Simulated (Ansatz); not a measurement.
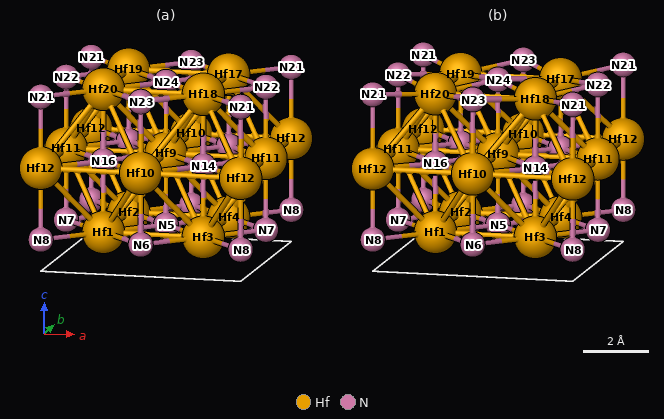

The structure of a slab of composition HfN (cut from the Fm-3m phase) before (left) and after (right) a constrained relaxation, at one scale.

A ball-and-stick model of the cell of the calculation, outlined in the plane, without the vacuum, seen slightly off an axis.

Case: clean slab, lower planes held. The slab is the (1 0 0) face of HfN. 8 atoms are held fixed.

Theory: Ansatz 0.2.0, DFT PBE+D3(BJ), scalar-relativistic, plane waves, PAW. (plane-wave cutoff 420 eV; k-point mesh 3 × 3 × 1; occupations gaussian; smearing width 0.1 eV; no spin polarisation; dipole correction; atoms relaxed in a fixed cell; force threshold 0.03 eV/Å; at most 70 steps)

Q: Summarise the run.

A: The energy falls by 0.649 eV per cell of the calculation in 4 geometry steps. The largest force component goes from 1.5 to 0.015 eV/Å. The largest moves, 0.14 Å, are those of Hf atoms. By element the largest moves are Hf 0.14 Å, N 0.07 Å. The lattice vectors keep their values. Near-neighbour distances that change, for instance: Hf–N 2.258 → 2.350 Å, Hf–Hf 3.194 → 3.110 Å, Hf–N 2.258 → 2.183 Å, Hf–N 2.258 → 2.238 Å. Among the angles between lasting bonds that change: Hf–N–Hf 180.0° → 169.3°, Hf–N–Hf 90.0° → 84.6°, Hf–N–Hf 180.0° → 177.2°. The run took 110 s on 4 threads of Intel(R) Xeon(R) Platinum 8259CL CPU @ 2.50GHz (Skylake/Cascade Lake), with other jobs on the host, peak memory 2.5 GiB.
